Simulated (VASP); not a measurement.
# Geometry relaxation of Ge (part 2 of 2)

Ge (Fd-3m, 2 atoms in the cell); Kohn-Sham DFT of a periodic cell, PBEsol, VASP PAW PBE potentials, recommended, no spin polarisation (VASP 6.6.1); cutoff 600 eV, 10×10×10 k-mesh, Gaussian smearing of 0.03 eV. The structure derives from an entry of the Crystallography Open Database.

Geometry of the input (Å; fractional positions):
```
0.0000  2.8289  2.8289
2.8289  0.0000  2.8289
2.8289  2.8289  0.0000
Ge 0.0000  0.0000  0.0000
Ge 0.2500  0.2500  0.2500
```

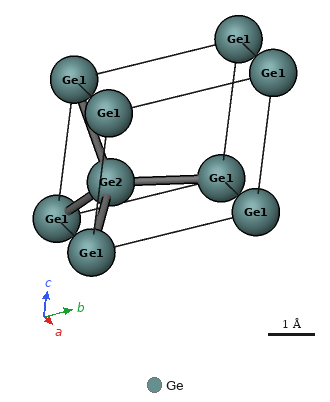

Figure 1. The geometry at step 1 of the log (ball-and-stick view of the cell of the calculation, seen slightly off an axis; atoms are numbered from 1 in the order of the input).

## Parts of OUTCAR, continued
```
 Free energy of the ion-electron system (eV)
  ---------------------------------------------------
  ext. energy  EPLUGINS =         0.00000000
  ---------------------------------------------------
  free energy    TOTEN  =        -9.87066962 eV

  energy without entropy =       -9.87061613  energy(sigma->0) =       -9.87064288

------------------------ aborting loop because EDIFF is reached ----------------------------------------

  FORCE on cell =-STRESS in cart. coord.  units (eV):
  Direction    XX          YY          ZZ          XY          YZ          ZX
  --------------------------------------------------------------------------------------
  -------------------------------------------------------------------------------------
  Total        0.1665325      0.1665325      0.1665325     -0.0000000     -0.0000000      0.0000000
  in kB        5.8928068      5.8928068      5.8928068     -0.0000000     -0.0000000      0.0000000
  external PRESSURE =       5.8928068 kB  Pullay stress =       0.0000000 kB

 VOLUME and BASIS-vectors are now :
 -----------------------------------------------------------------------------
  energy-cutoff  :      600.00
  volume of cell :       45.28
      direct lattice vectors                 reciprocal lattice vectors
     0.000000000  2.828910000  2.828910000    -0.176746521  0.176746521  0.176746521
     2.828910000  0.000000000  2.828910000     0.176746521 -0.176746521  0.176746521
     2.828910000  2.828910000  0.000000000     0.176746521  0.176746521 -0.176746521

 POSITION                                       TOTAL-FORCE (eV/Angst)
 -----------------------------------------------------------------------------------
      0.00000      0.00000      0.00000         0.000000     -0.000000      0.000000
      1.41446      1.41446      1.41446        -0.000000      0.000000     -0.000000
 -----------------------------------------------------------------------------------
    total drift:                               -0.000000      0.000000      0.000000

  FREE ENERGIE OF THE ION-ELECTRON SYSTEM (eV)
  ---------------------------------------------------
  free  energy   TOTEN  =        -9.8706696231 eV

  energy  without entropy=       -9.8706161340  energy(sigma->0) =       -9.87064288

--------------------------------------- Ionic step        2  -------------------------------------------

 number of electron      28.0000021 magnetization

------------------------ aborting loop because EDIFF is reached ----------------------------------------

  FORCE on cell =-STRESS in cart. coord.  units (eV):
  Direction    XX          YY          ZZ          XY          YZ          ZX
  --------------------------------------------------------------------------------------
  -------------------------------------------------------------------------------------
  Total       -0.0292072     -0.0292072     -0.0292072      0.0000000      0.0000000     -0.0000000
  in kB       -1.0211495     -1.0211495     -1.0211495      0.0000000      0.0000000     -0.0000000
  external PRESSURE =      -1.0211495 kB  Pullay stress =       0.0000000 kB

 VOLUME and BASIS-vectors are now :
 -----------------------------------------------------------------------------
  energy-cutoff  :      600.00
  volume of cell :       45.83
      direct lattice vectors                 reciprocal lattice vectors
    -0.000000000  2.840273689  2.840273689    -0.176039373  0.176039373  0.176039373
     2.840273689 -0.000000000  2.840273689     0.176039373 -0.176039373  0.176039373
     2.840273689  2.840273689  0.000000000     0.176039373  0.176039373 -0.176039373

 POSITION                                       TOTAL-FORCE (eV/Angst)
 -----------------------------------------------------------------------------------
     -0.00000      2.84027      2.84027         0.000000     -0.000000     -0.000000
      1.42014      1.42014      1.42014        -0.000000      0.000000      0.000000
 -----------------------------------------------------------------------------------
    total drift:                               -0.000000     -0.000000      0.000000

  FREE ENERGIE OF THE ION-ELECTRON SYSTEM (eV)
  ---------------------------------------------------
  free  energy   TOTEN  =        -9.8713093588 eV

  energy  without entropy=       -9.8712629760  energy(sigma->0) =       -9.87128617

--------------------------------------- Ionic step        3  -------------------------------------------

 number of electron      28.0000020 magnetization

 Free energy of the ion-electron system (eV)
  ---------------------------------------------------
  ext. energy  EPLUGINS =         0.00000000
  ---------------------------------------------------
  free energy    TOTEN  =        -9.87141132 eV

  energy without entropy =       -9.87136502  energy(sigma->0) =       -9.87138817

 E-fermi :   4.7821     XC(G=0): -10.0845     alpha+bet :-10.3200

 val. band max:        4.7729685310   @ k =   0.0000   0.0000   0.0000
 cond. band min:       4.8675786326   @ k =   0.5000   0.0000   0.0000
 fundamental gap:      0.0946101016
 Fermi energy:         4.7821017114

 k-point     1 :       0.0000    0.0000    0.0000
  band No.  band energies     occupation
      1     -19.9771      2.00000
      2     -19.9771      2.00000
      3     -19.9771      2.00000
      4     -19.9412      2.00000
      5     -19.9412      2.00000
      6     -19.7340      2.00000
      7     -19.7340      2.00000
      8     -19.7340      2.00000
      9     -19.7212      2.00000
     10     -19.7212      2.00000
     11      -7.9536      2.00000
     12       4.6830      2.00000
     13       4.7730      1.33338
     14       4.7730      1.33320
     15       4.7730      1.33320
     16       7.3009      0.00000
     17       7.3009      0.00000
     18       7.3009      0.00000

 k-point     2 :       0.1000    0.0000    0.0000
  band No.  band energies     occupation
      1     -19.9827      2.00000
      2     -19.9827      2.00000
      3     -19.9754      2.00000
      4     -19.9334      2.00000
      5     -19.9334      2.00000
      6     -19.7428      2.00000
      7     -19.7428      2.00000
      8     -19.7359      2.00000
      9     -19.7136      2.00000
     10     -19.7136      2.00000
     11      -7.8323      2.00000
     12       2.8755      2.00000
     13       4.5440      2.00000
     14       4.5440      2.00000
     15       5.7195      0.00000
     16       7.6071      0.00000
     17       7.6071      0.00000
     18       7.8595      0.00000

 k-point     3 :       0.2000    0.0000    0.0000
  band No.  band energies     occupation
      1     -19.9914      2.00000
      2     -19.9914      2.00000
      3     -19.9712      2.00000
      4     -19.9195      2.00000
      5     -19.9195      2.00000
      6     -19.7546      2.00000
      7     -19.7546      2.00000
      8     -19.7409      2.00000
      9     -19.7045      2.00000
     10     -19.7045      2.00000
     11      -7.4753      2.00000
     12       0.9541      2.00000
     13       4.1056      2.00000
     14       4.1056      2.00000
     15       5.5427      0.00000
     16       8.1662      0.00000
     17       8.1662      0.00000
     18       9.4124      0.00000

 k-point     4 :       0.3000    0.0000    0.0000
  band No.  band energies     occupation
      1     -19.9975      2.00000
      2     -19.9975      2.00000
      3     -19.9658      2.00000
      4     -19.9080      2.00000
      5     -19.9080      2.00000
      6     -19.7632      2.00000
      7     -19.7632      2.00000
      8     -19.7472      2.00000
      9     -19.6984      2.00000
     10     -19.6984      2.00000
     11      -6.9126      2.00000
     12      -0.7958      2.00000
     13       3.7157      2.00000
     14       3.7157      2.00000
     15       5.1927      0.00000
     16       8.4843      0.00000
     17       8.4843      0.00000
     18      11.1786      0.00000

 k-point     5 :       0.4000    0.0000    0.0000
  band No.  band energies     occupation
      1     -20.0003      2.00000
      2     -20.0003      2.00000
      3     -19.9613      2.00000
      4     -19.9018      2.00000
      5     -19.9018      2.00000
      6     -19.7673      2.00000
      7     -19.7673      2.00000
      8     -19.7525      2.00000
      9     -19.6952      2.00000
     10     -19.6952      2.00000
     11      -6.2511      2.00000
     12      -2.1908      2.00000
     13       3.4642      2.00000
     14       3.4642      2.00000
     15       4.9510      0.00000
     16       8.5080      0.00000
     17       8.5080      0.00000
     18      11.8411      0.00000

 [... the levels of 18 k-points are left out ...]

 k-point    24 :       0.4000    0.3000    0.0000
  band No.  band energies     occupation
      1     -20.0101      2.00000
      2     -20.0045      2.00000
      3     -19.9612      2.00000
      4     -19.8792      2.00000
      5     -19.8593      2.00000
      6     -19.8363      2.00000
      7     -19.7798      2.00000
      8     -19.7344      2.00000
      9     -19.6905      2.00000
     10     -19.6848      2.00000
     11      -5.9496      2.00000
     12      -1.8111      2.00000
     13       1.7664      2.00000
     14       2.1608      2.00000
     15       5.7021      0.00000
     16       6.8840      0.00000
     17      11.3745      0.00000
     18      11.9375      0.00000

 [... further k-points ...]

------------------------ aborting loop because EDIFF is reached ----------------------------------------

  FORCE on cell =-STRESS in cart. coord.  units (eV):
  Direction    XX          YY          ZZ          XY          YZ          ZX
  --------------------------------------------------------------------------------------
  -------------------------------------------------------------------------------------
  Total       -0.0070968     -0.0070968     -0.0070968     -0.0000000     -0.0000000     -0.0000000
  in kB       -0.2488204     -0.2488204     -0.2488204     -0.0000000     -0.0000000     -0.0000000
  external PRESSURE =      -0.2488204 kB  Pullay stress =       0.0000000 kB

 VOLUME and BASIS-vectors are now :
 -----------------------------------------------------------------------------
  energy-cutoff  :      600.00
  volume of cell :       45.70
      direct lattice vectors                 reciprocal lattice vectors
    -0.000000000  2.837602427  2.837602427    -0.176205093  0.176205093  0.176205093
     2.837602427 -0.000000000  2.837602427     0.176205093 -0.176205093  0.176205093
     2.837602427  2.837602427  0.000000000     0.176205093  0.176205093 -0.176205093

 POSITION                                       TOTAL-FORCE (eV/Angst)
 -----------------------------------------------------------------------------------
      0.00000      0.00000      0.00000        -0.000000     -0.000000      0.000000
      1.41880      1.41880      1.41880         0.000000      0.000000     -0.000000
 -----------------------------------------------------------------------------------
    total drift:                               -0.000000      0.000000      0.000000

  FREE ENERGIE OF THE ION-ELECTRON SYSTEM (eV)
  ---------------------------------------------------
  free  energy   TOTEN  =        -9.8714113215 eV

  energy  without entropy=       -9.8713650203  energy(sigma->0) =       -9.87138817

 reached required accuracy - stopping structural energy minimisation
```

## CONTCAR
```
Ge
   1.00000000000000
    -0.0000000000000000    2.8376024272774765    2.8376024272774765
     2.8376024272774765   -0.0000000000000000    2.8376024272774765
     2.8376024272774765    2.8376024272774765    0.0000000000000000
  Ge
     2
Direct
     0.0000000000000000    0.0000000000000000    0.0000000000000000
     0.2500000000000000    0.2500000000000000    0.2500000000000000

  0.00000000E+00  0.00000000E+00  0.00000000E+00
  0.00000000E+00  0.00000000E+00  0.00000000E+00
```

## Trajectory as extended XYZ (Å, eV, eV/Å), 3 frames, from step=0 to step=2
```
2
Lattice="0.0000 2.8289 2.8289 2.8289 0.0000 2.8289 2.8289 2.8289 0.0000" Properties=species:S:1:pos:R:3:forces:R:3 step=0 energy=-9.87067
Ge    0.0000    0.0000    0.0000    0.0000   0.0000   0.0000
Ge    1.4145    1.4145    1.4145    0.0000   0.0000   0.0000
2
Lattice="-0.0000 2.8403 2.8403 2.8403 -0.0000 2.8403 2.8403 2.8403 0.0000" Properties=species:S:1:pos:R:3:forces:R:3 step=1 energy=-9.87131
Ge    0.0000    2.8403    2.8403    0.0000   0.0000   0.0000
Ge    1.4201    1.4201    1.4201    0.0000   0.0000   0.0000
2
Lattice="-0.0000 2.8376 2.8376 2.8376 -0.0000 2.8376 2.8376 2.8376 0.0000" Properties=species:S:1:pos:R:3:forces:R:3 step=2 energy=-9.87141
Ge    0.0000    0.0000    0.0000    0.0000   0.0000   0.0000
Ge    1.4188    1.4188    1.4188    0.0000   0.0000   0.0000
```

## Summary

| quantity | value |
| --- | --- |
| outcome | converged |
| space group (tolerance 0.01 Å) | Fd-3m (227) |
| electrons treated | 28 |
| free energy | −9.8714 eV |
| Fermi energy | 4.782 eV |
| gap on the k-point mesh | none (metallic) |
| pressure | −0.02 GPa |
| final volume | 45.70 Å³ |
| largest force (length of the vector) at the end | under 0.001 eV/Å |
| final cell | a = 4.013 Å, b = 4.013 Å, c = 4.013 Å, α = 60.00°, β = 60.00°, γ = 60.00° |
| hardware | 4 threads of Intel Xeon @ 2.50GHz (Skylake/Cascade Lake), 128 GiB of memory available, shared host |
| wall time | 38 s (CPU time 2.4 min) |
| peak memory | 0.2 GiB |
